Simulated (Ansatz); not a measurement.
Input file:

```
crystal:
  lattice:
    - [4.0919516368, 0.0, 0.0]
    - [-2.0459758184, 3.5437340685, 0.0]
    - [0.0, 0.0, 4.9927787]
  atoms:
    - { symbol: Al, position: [0.0, 0.0, 0.0] }
    - { symbol: Al, position: [0.33333333, 0.66666667, 0.34992535] }
    - { symbol: Al, position: [0.66666667, 0.33333333, 0.65007465] }
    - { symbol: Cu, position: [0.33333333, 0.66666667, 0.83951213] }
    - { symbol: Cu, position: [0.66666667, 0.33333333, 0.16048787] }
basis:
  ecutwfc: 500
  fft_grid_basis: typed
kpoints:
  mp_grid: { grid: [9, 9, 8] }
hamiltonian:
  xc: pbesol
  pseudopotentials: { kind: paw }
scf:
  occupations: { method: gaussian, width: 0.05 }
output:
  forces: true
  stress: true
  eigenvalues: true
  bader: true
  write_density: true
  volumetric_format: npy
  elf: true
```

Command:

```sh
ansatz run input.yaml --threads 2 --pin off --max-ram 4096MiB --backend cpu --events-out ev --progress --plain --runs-dir out
```

The picture shows the conventional cell (a = 4.09 Å, b = 4.09 Å, c = 4.99 Å, α = 90.00°, β = 90.00°, γ = 120.00°).

Space group P-3m1. The cell comes from a database of computed structures, not from a measurement.

These are results of Ansatz 0.2.0, DFT PBEsol, scalar-relativistic, plane waves, PAW, not measurements.

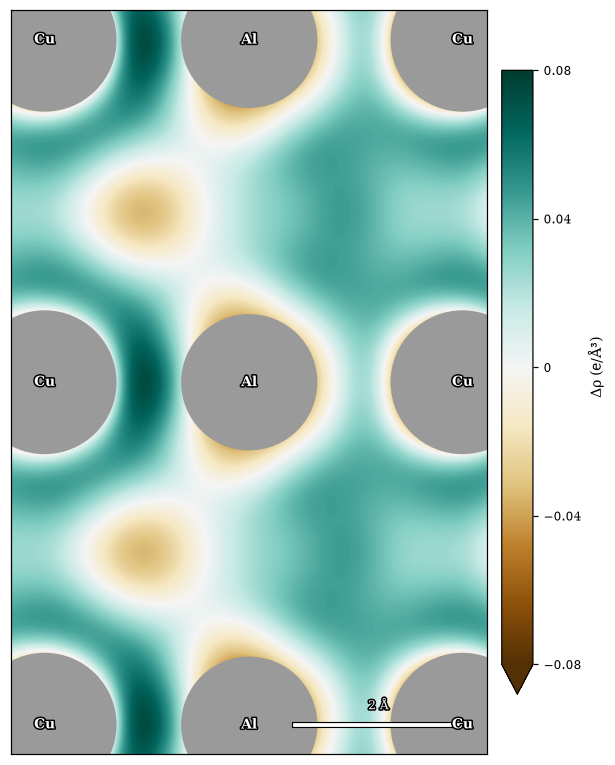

Al₃Cu₂. Density of the crystal less the sum of free-atom densities: a map on the (11̄0) plane of the conventional cell, with grey discs over the atomic cores. Cores are masked to 0.8 Å (Al) and 0.9 Å (Cu).

In a PAW calculation such maps are meaningful between the atoms, not at the nuclei.

Question: Read the map: where is density gained and where lost?

Answer: Al–Cu (2.44 Å): Δρ is +0.07 e/Å³ at the midpoint.
Al–Al (2.80 Å): Δρ is +0.03 e/Å³ at the midpoint (this contact isn't in the plane drawn).
Cu–Cu (2.85 Å): Δρ is +0.04 e/Å³ at the midpoint (this contact isn't in the plane drawn).
Over the whole cell, outside the masked cores, the largest gain, 0.07 e/Å³, lies 1.2 Å from a copper nucleus and 1.3 Å from an aluminium one, and the largest loss lies at the edge of the masked core of Al.
The rearranged charge, half the integral of |Δρ|, is about 0.24 e an atom.
Bader charges: Al +1.35 and Cu −2.03 e. Among metals such charges hang on how the charge between the atoms is shared out.

The run took 25 s on 2 threads of AMD EPYC 9R45 96-Core Processor (Zen 5), with other jobs on the host, peak memory 0.5 GiB.
